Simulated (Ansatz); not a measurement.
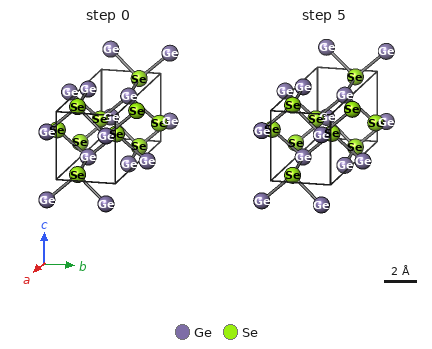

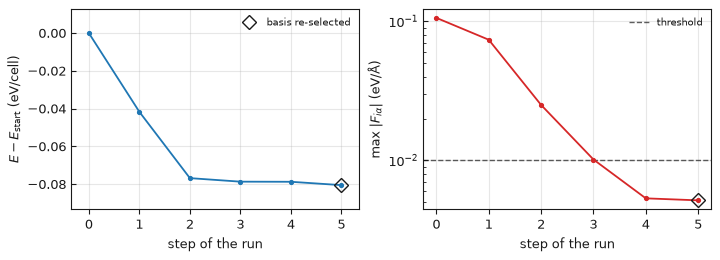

First and last geometry of a relaxation of crystalline GeSe (set up in Pnma), with the history of the run. Style: ball-and-stick. Shown: the cell of the calculation, slightly off an axis.

Method: DFT PBE, scalar-relativistic, plane waves, PAW (Ansatz). (plane-wave cutoff 420 eV; k-point mesh 4 × 8 × 6; occupations gaussian; smearing width 0.02 eV; no spin polarisation; cell and atoms relaxed; force threshold 0.01 eV/Å; at most 80 steps)

Read the history and describe the run.

Answer. It converged. The energy falls by 80.5 meV per cell of the calculation in 4 accepted moves (5 points after the start). Largest force component: 0.11 eV/Å at the start, 0.0052 eV/Å at the end. Pressure: 2.52 GPa at the start and 0.02 GPa at the end. The SCF was repeated once at an unchanged geometry on a basis and grid sized afresh for the cell, which shifted the energy by 1.8 meV per cell of the calculation at most. The largest moves relative to the cell, 0.075 Å, are those of Ge atoms. Largest moves by element: Ge 0.075 Å, Se 0.023 Å. The volume changes by +7.6 %, with a 10.833 → 11.167 Å (+3.1 %), b 3.836 → 3.876 Å (+1.1 %), c 4.395 → 4.540 Å (+3.3 %). Near-neighbour distances that change, for instance: Ge–Se 2.576 → 2.603 Å, Ge–Se 2.568 → 2.588 Å. The space group stays Pnma (No. 62).
